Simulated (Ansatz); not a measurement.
Geometry relaxation, with input and output: Zn24O25 (charge −1) (part 2 of 3)

Zn24O25 (defect cell, 49 atoms in the cell, total charge −1); DFT PBE, scalar-relativistic, plane waves, PAW, spin-polarised (Ansatz 0.2.0); cutoff 420 eV, 2×2×2 k-mesh, Gaussian smearing of 0.01 eV, collinear spins. The structure derives from a Materials Project entry. It belongs to a series of runs on one base structure; here: O interstitial, charge -1, atoms relaxed at the host's cell.

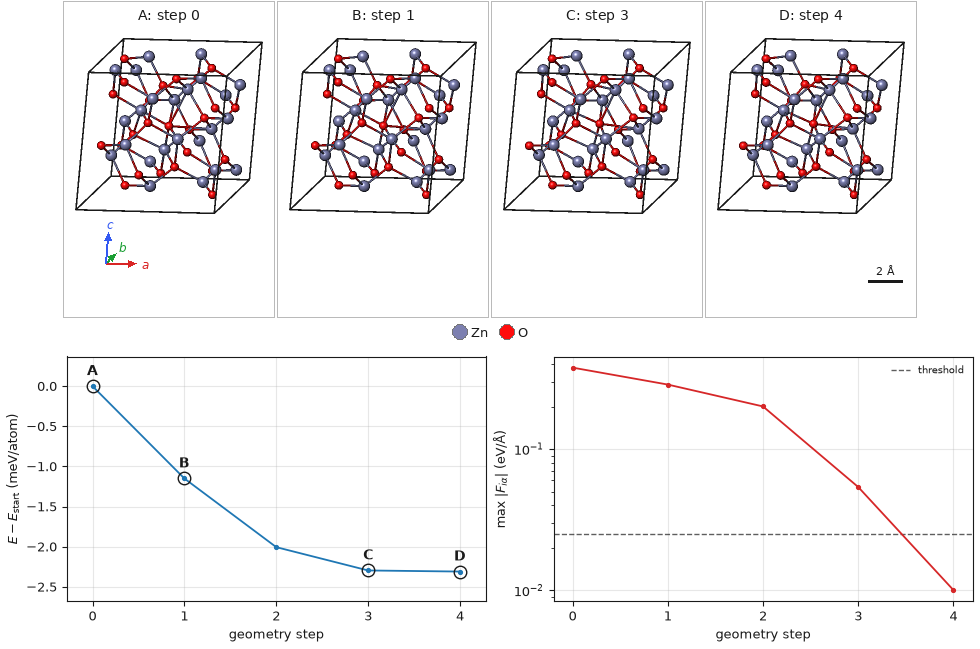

**Figure 1.** Frames of the relaxation (ball-and-stick view of the cell of the calculation (origin shifted), seen at an oblique angle) above the curves, on which the letters mark them (the first geometry is step 0 here and step 1 in the log).

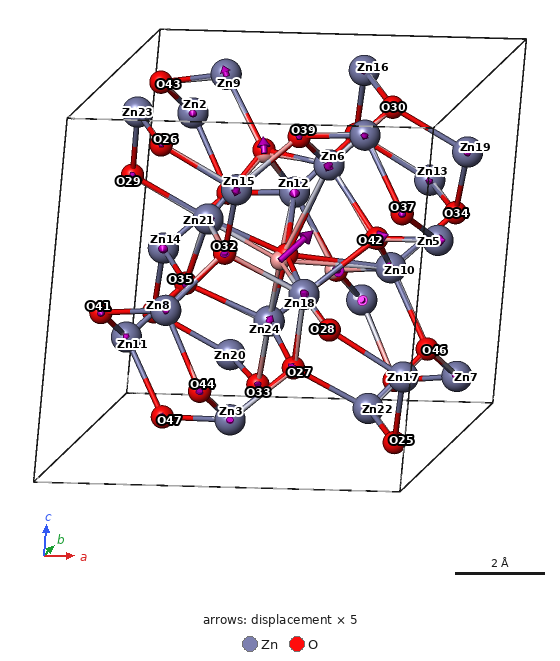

**Figure 2.** Start (faint) and end (solid) with the displacements as pink arrows, magnified 5 times (ball-and-stick view of the cell of the calculation (origin shifted), seen at an oblique angle). The energy falls by 2.3 meV per atom in 4 geometry steps. Largest force component: 0.38 eV/Å at the start, 0.01 eV/Å at the end. The atom that moves furthest is O49 (0.22 Å). Largest moves by element: O 0.22 Å, Zn 0.06 Å. The cell doesn't change. Among the contacts that change: Zn10–O49 2.649 → 2.449 Å, Zn18–O49 1.936 → 1.986 Å, Zn18–O28 1.968 → 1.998 Å, Zn18–O42 2.100 → 2.130 Å. Among the angles that change: Zn6–O49–Zn24 154.2° → 162.8°, O42–Zn6–O45 123.7° → 130.3°, Zn18–O49–Zn21 108.9° → 103.0°. (Atoms are counted from 1 in the order of the input.)

```
SCF converged after 7 iterations
Magnetization: 1.0000 μB (220.0000 up, 219.0000 down)
Absolute magnetization: 1.1230 μB (∫|ρ↑−ρ↓|, with the PAW one-centre terms)
Spin contamination: 0.0026 ħ² per cell (⟨S²⟩ above its minimum at these occupations)
Per-site moments (μB) at R_I (Å): [(0.00034827886251607727, 0.8211618486078257), (0.00034827886251595665, 0.8211618486078258), (0.003022738816693692, 0.8047630873543379), (0.00809679794208862, 0.7938515000984607), (0.008096797942088696, 0.7938515000984617), (0.0034821689927236167, 0.8315717604918165), (0.00034827886251604187, 0.8211618486078253), (0.0030227388166938693, 0.8047630873543368), (0.008096797942088585, 0.7938515000984613), (0.0034821689927233878, 0.8315717604918164), (0.0030227388166938025, 0.8047630873543368), (0.0034821689927236866, 0.8315717604918164), (0.0008834897993331007, 0.8212809304317732), (0.0023943671869810948, 0.8036418950299605), (0.0023943671869812704, 0.8036418950299601), (0.000883489799333208, 0.821280930431773), (0.000818396208662138, 0.8195740637179767), (0.0379092683003849, 0.81912999794681), (0.0008834897993331653, 0.8212809304317727), (0.0008183962086619194, 0.8195740637179748), (0.03790926830038505, 0.8191299979468102), (0.002394367186981202, 0.8036418950299599), (0.0008183962086619401, 0.8195740637179754), (0.03790926830038484, 0.8191299979468102), (0.0016819215853358888, 0.823091982694941), (0.0016819215853361479, 0.8230919826949405), (0.0444427333533563, 0.8036418950299599), (0.022276089886861326, 0.8226530198452007), (0.022276089886861267, 0.8226530198452011), (0.002917264174769547, 0.8185505724808224), (0.0016819215853359423, 0.8230919826949407), (0.04444273335335609, 0.8036418950299601), (0.02227608988686137, 0.8226530198452008), (0.0029172641747696377, 0.8185505724808216), (0.044442733353356266, 0.8036418950299605), (0.002917264174769567, 0.8185505724808217), (0.0021611587244166858, 0.8211618486078257), (0.002045729972433758, 0.8226676654626591), (0.0020457299724337364, 0.8226676654626583), (0.002161158724416456, 0.8211618486078253), (0.0037079497922593674, 0.8167303694758318), (0.07345355021361137, 0.7938515000984617), (0.0021611587244165097, 0.8211618486078258), (0.003707949792259602, 0.8167303694758329), (0.07345355021361108, 0.7938515000984613), (0.0020457299724335985, 0.8226676654626585), (0.0037079497922595335, 0.8167303694758318), (0.07345355021361115, 0.7938515000984607), (0.32986394675826947, 0.81912999794681)]
Free energy (F): -93839.188252 eV
Harris-Foulkes:  -93839.188252 eV  (|F-HF|=1.11e-8)
Internal energy: -93839.188249 eV  (E = F + TS)
E sigma→0 (E₀):  -93839.188250 eV
Entropy (-TS):   -0.000003 eV (-0.000 meV/atom)
Fermi energy:    7.208829 eV
--- Per-component energies (eV) ---
  E_band       = 663.994019
  E_kinetic    = 7512.026429
  E_local      = -48829.418413  (includes V_loc(G=0)·N_el)
  E_nonlocal   = 16071.863725
  E_hartree    = 20037.079090
  E_xc         = -5116.743038
  E_vxc        = -3576.759214  (∫ρ·V_xc dr)
  E_paw        = -47922.736926  (= ΣΔE_a)
  E_vpaw       = -10587.926513  (= ΣTr[D̂ρ^β])
  E_aug_tail   = 0.052131  (compensation charges beyond the density's cutoff)
  E_ewald      = -35591.311246
  E_smearing   = -0.000003  (= −TS)
  E_closure    = -0.000000  (closes the sum)
  E_deformation_potential = -13.744337  (in the stress; not in F)
  Σ components = -93839.188252   (vs F -93839.188252, Δ=0.00e0)
--- Forces (eV/Å), atoms counted from 1 ---
  atom   1  Zn     0.00141056     0.00117431    -0.00080808
  atom   2  Zn     0.00031170    -0.00180873    -0.00080808
  atom   3  Zn    -0.00014805     0.00160263     0.00131054
  atom   4  Zn     0.00142706     0.00201629    -0.00350372
  atom   5  Zn     0.00103263    -0.00224401    -0.00350372
  atom   6  Zn    -0.00232114    -0.00072881     0.00152048
  atom   7  Zn    -0.00172226     0.00063442    -0.00080808
  atom   8  Zn     0.00146195    -0.00067310     0.00131054
  atom   9  Zn    -0.00245969     0.00022773    -0.00350372
  atom  10  Zn     0.00179173    -0.00164576     0.00152048
  atom  11  Zn    -0.00131389    -0.00092953     0.00131054
  atom  12  Zn     0.00052940     0.00237457     0.00152048
  atom  13  Zn     0.00433003     0.00309513    -0.00035492
  atom  14  Zn     0.00031722    -0.00117877    -0.00029870
  atom  15  Zn     0.00086223     0.00086411    -0.00029870
  atom  16  Zn    -0.00484548     0.00220235    -0.00035492
  atom  17  Zn    -0.00207507     0.00173519     0.00078117
  atom  18  Zn     0.00062027     0.00034773     0.00095424
  atom  19  Zn     0.00051545    -0.00529748    -0.00035492
  atom  20  Zn    -0.00046518    -0.00266466     0.00078117
  atom  21  Zn    -0.00000899    -0.00071103     0.00095424
  atom  22  Zn    -0.00117946     0.00031466    -0.00029870
  atom  23  Zn     0.00254025     0.00092947     0.00078117
  atom  24  Zn    -0.00061128     0.00036330     0.00095424
  atom  25  O     -0.00017297     0.00009317     0.00233810
  atom  26  O      0.00016717     0.00010321     0.00233810
  atom  27  O      0.00367948    -0.00284689    -0.00224106
  atom  28  O      0.00157566    -0.00247620     0.00003813
  atom  29  O     -0.00293228    -0.00012646     0.00003813
  atom  30  O      0.00035026    -0.00005382     0.00226629
  atom  31  O      0.00000580    -0.00019638     0.00233810
  atom  32  O     -0.00430522    -0.00176308    -0.00224106
  atom  33  O      0.00135662     0.00260266     0.00003813
  atom  34  O     -0.00012852     0.00033024     0.00226629
  atom  35  O      0.00062574     0.00460997    -0.00224106
  atom  36  O     -0.00022174    -0.00027642     0.00226629
  atom  37  O     -0.00139619    -0.00118186     0.00241325
  atom  38  O     -0.00088576    -0.00199554     0.00187353
  atom  39  O      0.00217107     0.00023068     0.00187353
  atom  40  O      0.00172162    -0.00061821     0.00241325
  atom  41  O     -0.00005213    -0.00121401    -0.00013735
  atom  42  O     -0.00110459    -0.00639077    -0.00951567
  atom  43  O     -0.00032543     0.00180007     0.00241325
  atom  44  O      0.00107743     0.00056186    -0.00013735
  atom  45  O     -0.00498228     0.00415199    -0.00951567
  atom  46  O     -0.00128531     0.00176486     0.00187353
  atom  47  O     -0.00102530     0.00065215    -0.00013735
  atom  48  O      0.00608686     0.00223878    -0.00951567
  atom  49  O      0.00000000     0.00000000     0.01005404
  max |Σ_I F_I| component: 3.73e-5 eV/Å
--- Charged-cell corrections in eV (Makov–Payne, q = -1.000 e, ε = [10.553, 10.553, 11.586]) ---
  F (periodic)     = -93839.188252  (uncorrected; the corrections below are reported, never added to it)
  E_corr1          = +0.223653  (monopole, q²α_M/2ε̄L, of the cell on which ε is isotropic)
  F Makov-Payne    = -93838.964598  (F + E_corr1; no measured alignment; for a localised charge, not one spread in a band: unchecked)
  no potential alignment in this run, which stands beside a crystal: run the host's input off ansatz write-host-input, and read the two finished runs by ansatz place-levels (neither reads a slab, a wire or a sheet, whose cell leaves a vacuum)
--- Band table (eV) ---
  k-point 0 ↑: bands = ["-11.0421", "-10.7882", "-10.6739", "-10.6014", "-10.5658", "-10.5065", "-10.4605", "-10.4325", "-10.4039", "-10.3800", ... 59 levels left out ..., "1.5676", "1.5781", "1.5871", "1.6217", "1.6273", "1.6524", "1.6592", "1.6816", "1.7061", "1.7515", "1.7780", "1.7938", "1.8100", "1.8180", "1.8182", "1.8234", "1.8546", "1.8680", "1.8762", "1.8932", "1.9050", "1.9232", "1.9632", "2.0196", "2.0317", "2.0863", "2.0901", "2.1072", "2.1870",
      "2.2051", "2.2172", "2.2471", "2.2741", "2.3082", "2.3188", "2.3209", "2.3255", "2.3324", "2.3502", "2.3537", "2.3581", "2.3763", "2.3816", "2.3868", "2.3884", "2.3964", "2.4189", "2.4346", "2.4441", "2.4478", "2.4485", "2.4554", "2.4577", "2.4729", "2.4812", "2.4942", "2.4950", "2.4981", "2.4985", "2.5010", "2.5121", "2.5248", "2.5281", "2.5390", "2.5486", "2.5542", "2.5548", "2.5684", "2.6202",
      "2.6255", "2.6494", "2.6602", "2.6886", "2.6975", "2.7285", "2.7979", "2.9342", "2.9964", "3.0060", "3.0456", "3.0561", "3.0635", "3.1247", "3.1720", "3.1847", "3.2458", "3.2836", "3.3600", "3.3644", "3.3781", "3.5037", "3.8335", "3.9022", "3.9063", "3.9713", "4.0907", "4.1285", "4.2423", "4.3103", "4.3573", "4.3577", "4.3933", "4.4575", "4.5003", "4.5438", "4.5803", "4.5952", "4.7444", "4.7541",
      "4.7725", "4.8509", "4.9570", "4.9648", "5.0019", "5.0963", "5.1254", "5.1781", "5.1972", "5.2088", "5.2510", "5.3240", "5.3930", "5.4109", "5.5745", "5.5797", "5.6680", "5.6813", "5.6900", "5.7310", "5.7333", "5.7404", "5.8028", "5.8059", "5.8192", "5.8345", "5.9354", "5.9396", "5.9652", "6.0830", "6.1128", "6.1510", "6.1642", "6.2186", "6.2265", "6.2666", "6.2760", "6.6779", "6.6889", "6.8346",
      "6.9204", "6.9470", "8.8337", "10.7088", "10.7200", "10.8031", "11.5378", "11.5880", "11.5978", "11.7516", "12.2177", "12.2692", "12.5388", "12.5576", "12.5930", "12.6485", "13.3727", "13.3806", "13.3999", "13.7045", "13.9229", "14.1606", "14.2506", "14.3267", "14.4774", "14.4777", "14.6432", "14.6660", "14.7610", "14.7649", "14.8211", "14.9450", "15.0087", "15.0288", "15.1431", "15.1599", "15.2955", "15.3764", "15.4208", "15.5494",
      "15.6490", "15.6505", "15.8599", "15.9074", "15.9816", "16.2239", "16.2353", "16.2915", "16.4466", "16.5721", "17.0445"]
  k-point 1 ↑: bands = ["-11.0258", "-10.8113", "-10.6810", "-10.6429", "-10.5672", "-10.4943", "-10.4592", "-10.3921", "-10.3742", "-10.3631", ... 59 levels left out ..., "1.5944", "1.5988", "1.6120", "1.6294", "1.6389", "1.6503", "1.6650", "1.6784", "1.6966", "1.7077", "1.7107", "1.7350", "1.7471", "1.7625", "1.7757", "1.7962", "1.8243", "1.8433", "1.8733", "1.8816", "1.8940", "1.9055", "1.9295", "1.9402", "1.9788", "2.0109", "2.0522", "2.1488", "2.1690",
      "2.2171", "2.2481", "2.2722", "2.2850", "2.2997", "2.3034", "2.3120", "2.3204", "2.3302", "2.3356", "2.3574", "2.3592", "2.3708", "2.3766", "2.3879", "2.3922", "2.4140", "2.4235", "2.4305", "2.4363", "2.4441", "2.4523", "2.4601", "2.4687", "2.4710", "2.4858", "2.4905", "2.4989", "2.5098", "2.5140", "2.5279", "2.5338", "2.5422", "2.5452", "2.5544", "2.5635", "2.5690", "2.5790", "2.5890", "2.5944",
      "2.6288", "2.6680", "2.6814", "2.7063", "2.7294", "2.7453", "2.7668", "2.8840", "3.0260", "3.0577", "3.0634", "3.0936", "3.1437", "3.1750", "3.2146", "3.3763", "3.4003", "3.4354", "3.5037", "3.5439", "3.5688", "3.5846", "3.6401", "3.6553", "3.7076", "3.7276", "3.7992", "4.0176", "4.1464", "4.1773", "4.2161", "4.2688", "4.4026", "4.4850", "4.5102", "4.5426", "4.6194", "4.6559", "4.7087", "4.7934",
      "4.8219", "4.8654", "4.9187", "4.9909", "5.0548", "5.0910", "5.1699", "5.2247", "5.2577", "5.2776", "5.3336", "5.3929", "5.4219", "5.4614", "5.5286", "5.5607", "5.5791", "5.6432", "5.6566", "5.6922", "5.7241", "5.7559", "5.7755", "5.8135", "5.8367", "5.8505", "5.9171", "5.9714", "6.0029", "6.0330", "6.0875", "6.1657", "6.2096", "6.2315", "6.2435", "6.3012", "6.3815", "6.5780", "6.6325", "6.8457",
      "6.9056", "6.9390", "9.0124", "10.4302", "10.4984", "10.6047", "11.3823", "11.7706", "11.7887", "12.2155", "12.2666", "12.6782", "12.7099", "12.7662", "12.8172", "12.9143", "13.0003", "13.1238", "13.2361", "13.4002", "13.6294", "13.9966", "14.0434", "14.1208", "14.2285", "14.3955", "14.4833", "14.5921", "14.7120", "14.7618", "14.9229", "15.0650", "15.1204", "15.2038", "15.2606", "15.3192", "15.3717", "15.3938", "15.4571", "15.5158",
      "15.5681", "15.6475", "15.6635", "15.7609", "16.1048", "16.2859", "16.4858", "16.6522", "16.8592", "16.9469", "17.0114"]
  k-point 0 ↓: bands = ["-10.9338", "-10.6756", "-10.6480", "-10.5932", "-10.5163", "-10.4767", "-10.4290", "-10.4207", "-10.3883", "-10.3608", ... 59 levels left out ..., "1.5804", "1.5909", "1.5971", "1.6298", "1.6375", "1.6628", "1.6850", "1.6899", "1.7151", "1.7597", "1.7916", "1.8039", "1.8255", "1.8296", "1.8369", "1.8411", "1.8710", "1.8802", "1.8928", "1.9098", "1.9174", "1.9405", "1.9748", "2.0364", "2.0536", "2.1038", "2.1095", "2.1195", "2.1997",
      "2.2212", "2.2242", "2.2542", "2.2872", "2.3150", "2.3236", "2.3286", "2.3317", "2.3385", "2.3544", "2.3592", "2.3666", "2.3821", "2.3905", "2.3907", "2.4008", "2.4034", "2.4235", "2.4410", "2.4522", "2.4537", "2.4550", "2.4628", "2.4638", "2.4827", "2.4866", "2.4996", "2.5013", "2.5051", "2.5062", "2.5067", "2.5174", "2.5310", "2.5373", "2.5455", "2.5534", "2.5605", "2.5615", "2.5778", "2.6280",
      "2.6356", "2.6625", "2.6829", "2.6957", "2.7152", "2.7416", "2.8036", "2.9527", "3.0043", "3.0160", "3.0541", "3.0731", "3.0766", "3.1472", "3.1861", "3.2026", "3.2614", "3.3058", "3.3736", "3.3839", "3.3915", "3.5321", "3.9023", "3.9193", "3.9305", "3.9965", "4.1351", "4.1958", "4.2563", "4.3667", "4.3792", "4.3863", "4.4105", "4.4826", "4.5176", "4.5583", "4.6199", "4.6310", "4.7679", "4.7814",
      "4.7984", "4.8844", "4.9831", "4.9854", "5.0277", "5.1123", "5.1489", "5.2016", "5.2152", "5.2401", "5.2796", "5.3558", "5.4169", "5.4309", "5.5939", "5.5955", "5.6967", "5.6969", "5.7132", "5.7597", "5.7700", "5.7749", "5.8245", "5.8301", "5.8433", "5.8980", "5.9553", "5.9647", "5.9986", "6.1223", "6.1570", "6.1778", "6.1966", "6.2531", "6.2551", "6.2981", "6.3025", "6.7211", "6.7237", "7.0633",
      "7.1403", "7.2651", "8.8518", "10.7271", "10.7391", "10.8173", "11.5435", "11.6034", "11.6179", "11.7779", "12.2314", "12.2787", "12.5554", "12.5825", "12.6213", "12.6613", "13.3844", "13.3908", "13.4081", "13.7182", "13.9367", "14.1767", "14.2603", "14.3379", "14.4807", "14.4837", "14.6513", "14.6699", "14.7851", "14.7867", "14.8272", "14.9562", "15.0258", "15.0387", "15.1601", "15.1669", "15.3030", "15.3867", "15.4329", "15.5586",
      "15.6646", "15.6677", "15.8688", "15.9187", "15.9929", "16.2320", "16.2413", "16.2956", "16.4536", "16.5827", "17.0549"]
```
